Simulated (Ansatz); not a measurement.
## Single-point calculation, with input and output: C

- system: C (P2₁/m, 4 atoms in the cell)
- method: DFT PBE, scalar-relativistic, plane waves, PAW, PAW set soft_1, no spin polarisation (Ansatz 0.2.0)

The structure derives from an entry of the Crystallography Open Database. Figures and captions count atoms from 1; the log counts them from 0 in places.

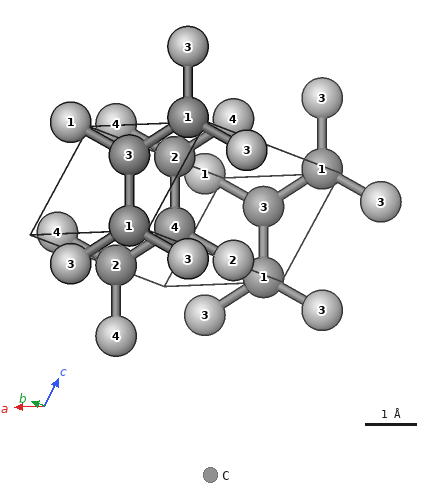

*The structure as given in the input (ball-and-stick view of the cell of the calculation, set on other vectors, seen at an oblique angle; neighbours outside the cell are drawn fainter; atoms are numbered from 1 in the order of the input). An atom can appear more than once, as a periodic image.*

Near neighbours in the periodic cell (some may lie outside the picture): C has 3 C at 1.42 Å.

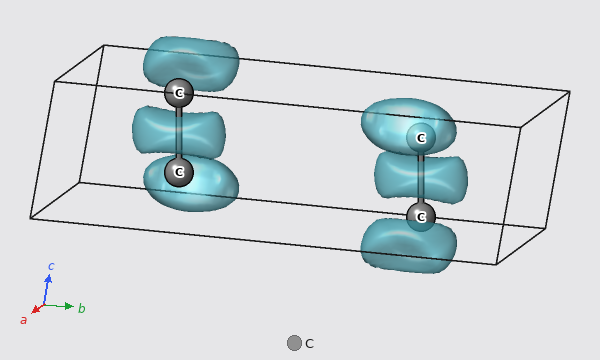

*Isosurface of the ELF at 0.7 (cyan), seen slightly off an axis. Core shells and regions of very low density are left out. Sticks mark near contacts. The outline is the cell set on symmetry axes.*

The ELF exceeds this value in six regions between bonded C–C atoms (shared pairs), counted in one cell of 4 atoms. Profiles from the grid: C–C (1.42 Å): the ELF peaks at about 0.95 between the atoms, as expected for localised, shared-pair bonding. The fields are those of the smooth PAW valence density.

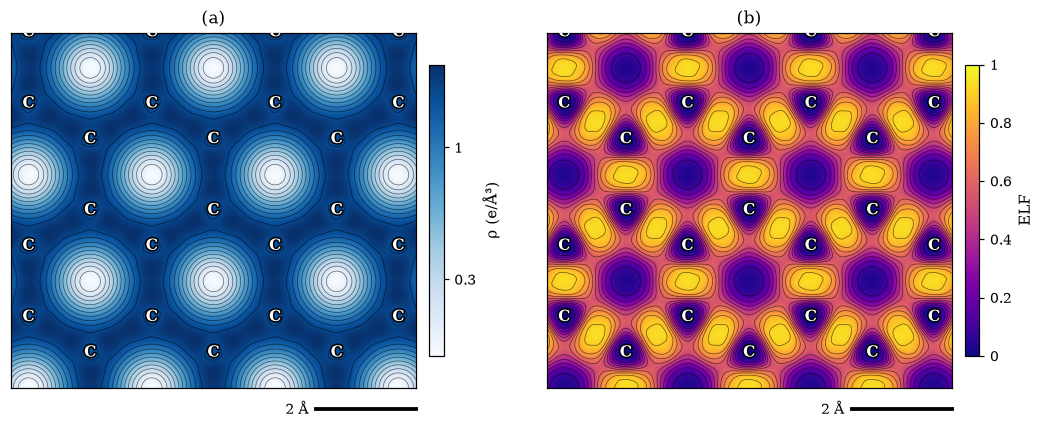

*(a) valence pseudo-density; (b) electron localisation function on the (010) plane of the conventional cell.*

The section cuts through C sites. Away from the nuclei the density in this plane falls to 0.15 e/Å³ at its lowest.

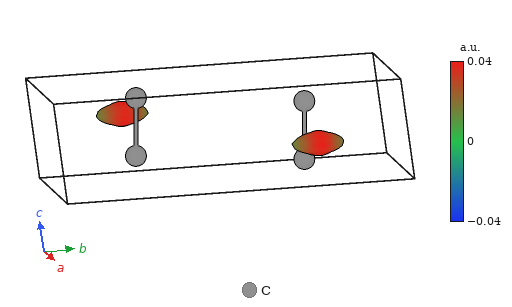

*Non-covalent interaction (NCI) plot: the surface where the reduced density gradient is 0.6, for densities under 0.05 a.u., coloured by sign(λ₂)ρ; seen slightly off an axis. The outline is the cell set on symmetry axes.*

The input that produced these results follows, with the program's output.

Input file
```yaml
crystal:
  lattice:
    - [2.4665231295, 0.0, 0.0]
    - [-1.2332615647, 2.1360716891, 0.0]
    - [0.0, 0.0, 8.5653080463]
  atoms:
    - { symbol: C, position: [-0.0487836862, 0.1332795093, 0.0025] }
    - { symbol: C, position: [0.0487836862, -0.1332795093, 0.5025] }
    - { symbol: C, position: [0.2845487195, 0.7999487103, 0.0025] }
    - { symbol: C, position: [0.7154512805, 0.2000512897, 0.5025] }
basis:
  ecutwfc: 520.0
kpoints:
  mp_grid: { grid: [18, 18, 6] }
hamiltonian:
  xc: pbe
  pseudopotentials: { kind: paw, azcp: { folder: soft_1 } }
scf:
  occupations: { method: gaussian, width: 0.15 }
output:
  forces: true
  stress: true
  eigenvalues: true
  write_density: true
  write_potential: true
  elf: true
  volumetric_format: npy
```

Launched with:
```bash
ansatz run input.yaml --threads 2 --pin off --max-ram 4096MiB --backend cpu --events-out ev --progress --plain --runs-dir out
```

The program's output
```
Engine: ansatz 0.2.0, aarch64-unknown-linux-gnu
Pseudopotentials: kind: paw
Pseudopotential: C, paw, valence charge 4, recommended cutoff 420 eV (normal), [file]
Functional definition: PBE
  parameter kappa = 0.804
  parameter beta = 0.06672455060314922
  exchange = pbe_x(kappa = kappa, mu = beta*pi^2/3)
  correlation = pbe_c(beta = beta)
Crystal: 4 atoms, lattice volume = 45.128 Å³
Basis set: ecut = 520 eV, 1201 PW (Γ), exchange–correlation on 40×40×128 points (8 copies of the dense FFT grid, shifted against one another)
Bands: 12, of which v1, the nominal top of the filled ones, is band 8 counted from 1 (7 counted from 0)
Symmetry: 4 space group operations
Space group: P21/m (ITA 11), of the structure as read, at distance tolerance 3.6e-5 Å
k-points: 656 of 1944
Non-local potential: C, projectors of the file, l = 0: 2, l = 1: 2, l = 2: 1
PAW form: soft (Blöchl's): semilocal exchange-correlation on the pseudo side does not see the compensation charge
PAW one-centre angular grid: C, 110 points (default); XC on 64 Gauss nodes
Initial density: superposition of atomic densities (chi_scale 0.1, normalization cell)
Initial wavefunctions: pseudopotential atomic-orbital guess
Functional: x = pbe(κ = 0.804, μ = 0.2195149727645171), c = pbe(β = 0.06672455060314922)
SCF iter   1: F=—  HF=-1006.053736 eV  |F-HF|=—  |Δ(HF+E_count)|=         —  Δρ=1.13e-1  dr2=5.26e0  ethr=3.10e-3  ⟨swp⟩=5.6  Hψ=47219  notcnv=0
preconditioner: auto → LDOS  [metal: Δε(μ)=0.027 eV  Ē_g=16.276 eV  σ=0.150 eV  W_gap=0.10  n_scr=6 (ndim 8)  ℏωp=22.1 eV  f_vac=0.145  D(μ)=0.17/eV (n_scr^D=2)  β→1.0]
SCF iter   2: F=—  HF=-1004.188735 eV  |F-HF|=—  |Δ(HF+E_count)|=    1.87e0  Δρ=4.15e-2  dr2=8.72e-1  ethr=3.10e-3  ⟨swp⟩=3.6  Hψ=26022  notcnv=0
preconditioner: auto → none  [metal: Δε(μ)=0.003 eV  Ē_g=14.700 eV  σ=0.150 eV  W_gap=0.01  n_scr=6 (ndim 8)  ℏωp=22.1 eV  f_vac=0.281  D(μ)=0.13/eV (n_scr^D=0)  β→0.5]
SCF iter   3: F=—  HF=-1003.778328 eV  |F-HF|=—  |Δ(HF+E_count)|=   4.10e-1  Δρ=6.47e-3  dr2=6.28e-3  ethr=3.10e-3  ⟨swp⟩=2.9  Hψ=21220  notcnv=0
SCF iter   4: F=—  HF=-1003.779621 eV  |F-HF|=—  |Δ(HF+E_count)|=   1.29e-3  Δρ=6.51e-4  dr2=2.01e-4  ethr=3.93e-5  ⟨swp⟩=2.6  Hψ=14119  notcnv=0
SCF iter   5: F=—  HF=-1003.779581 eV  |F-HF|=—  |Δ(HF+E_count)|=   4.04e-5  Δρ=2.93e-4  dr2=3.59e-5  ethr=1.26e-6  ⟨swp⟩=2.0  Hψ=12980  notcnv=0
SCF iter   6: F=—  HF=-1003.779595 eV  |F-HF|=—  |Δ(HF+E_count)|=   1.46e-5  Δρ=6.75e-5  dr2=1.79e-6  ethr=2.24e-7  ⟨swp⟩=2.4  Hψ=13076  notcnv=0
SCF iter   7: F=—  HF=-1003.779596 eV  |F-HF|=—  |Δ(HF+E_count)|=   7.85e-7  Δρ=1.06e-5  dr2=1.21e-7  ethr=6.25e-10  ⟨swp⟩=12.2  Hψ=71927  notcnv=0
SCF iter   8: F=-1003.779596 eV  HF=-1003.779596 eV  |F-HF|=1.23e-9  |Δ(HF+E_count)|=   4.74e-8  Δρ=1.63e-6  dr2=2.54e-9  ethr=6.25e-10  ⟨swp⟩=8.7  Hψ=48757  notcnv=0
SCF 1 converged in 8 iterations: F = -1003.779596 eV  dr2 = 2.54e-9
  greatest PAW one-centre occupation: 0.673 electrons in one spin orbital (limit 2), on the C atom at site 1 (counted from 0), in its partial waves of l = 0
SCF converged after 8 iterations
Free energy (F): -1003.779596 eV
Harris-Foulkes:  -1003.779596 eV  (|F-HF|=1.23e-9)
Internal energy: -1003.777958 eV  (E = F + TS)
E sigma→0 (E₀):  -1003.778777 eV
Entropy (-TS):   -0.001638 eV (-0.409 meV/atom)
Fermi energy:    4.578972 eV
--- Per-component energies (eV) ---
  E_band       = -73.073955
  E_kinetic    = 353.610339
  E_local      = -886.623694  (includes V_loc(G=0)·N_el)
  E_nonlocal   = 93.814762
  E_hartree    = 314.285196
  E_xc         = -187.669189
  E_vxc        = -231.067974  (∫ρ·V_xc dr)
  E_paw        = -400.406740  (= ΣΔE_a)
  E_vpaw       = -31.376152  (= ΣTr[D̂ρ^β])
  E_aug_tail   = 0.000001  (compensation charges beyond the density's cutoff)
  E_ewald      = -290.788634
  E_smearing   = -0.001638  (= −TS)
  E_closure    = 0.000000  (closes the sum)
  Σ components = -1003.779596   (vs F -1003.779596, Δ=0.00e0)
--- Forces (eV/Å), atoms counted from 1 ---
  atom   1  C      0.00064090    -0.00007745    -0.00000000
  atom   2  C     -0.00064090     0.00007745     0.00000000
  atom   3  C      0.00110049    -0.00031909    -0.00000000
  atom   4  C     -0.00110049     0.00031909     0.00000000
  max |Σ_I F_I| component: 0.00e0 eV/Å
--- Stress (GPa, compression-positive) ---
       -0.010947      -0.002080       0.000000
       -0.002080      -0.021417       0.000000
        0.000000       0.000000       0.077731
  P = ⅓ Tr σ = 0.0151 GPa (0.151 kbar)
--- Band table (eV; the first three rows and the last of 656) ---
  k-point 0: bands = ["-14.9571", "-14.9228", "-3.2670", "-2.7991", "1.5358", "1.5361", "1.5364", "1.5370", "7.6552", "10.9166", "12.9021", "12.9044"]
  k-point 1: bands = ["-14.9548", "-14.9251", "-3.2380", "-2.8330", "1.5359", "1.5361", "1.5364", "1.5369", "7.8040", "10.5247", "12.9024", "12.9044"]
  k-point 2: bands = ["-14.9486", "-14.9314", "-3.1571", "-2.9237", "1.5361", "1.5362", "1.5363", "1.5367", "8.2344", "9.7193", "12.9034", "12.9047"]
  k-point 655: bands = ["-9.7010", "-9.7010", "-8.6648", "-8.6648", "-1.8513", "-1.8513", "2.2179", "2.2179", "6.2562", "6.2562", "11.9459", "11.9459"]
```

Results in brief

- outcome: converged
- space group (tolerance 0.01 Å): P2₁/m (11)
- electrons treated: 16
- free energy: −1003.7796 eV
- Fermi energy: 4.579 eV
- gap on the k-point mesh: none (metallic)
- pressure: 0.02 GPa
- largest force (length of the vector): 0.001 eV/Å
- hardware: 2 threads of Arm Neoverse N1, 98 GiB of memory available, shared host
- wall time: 38 s (CPU time 74 s)
- peak memory: 0.64 GiB
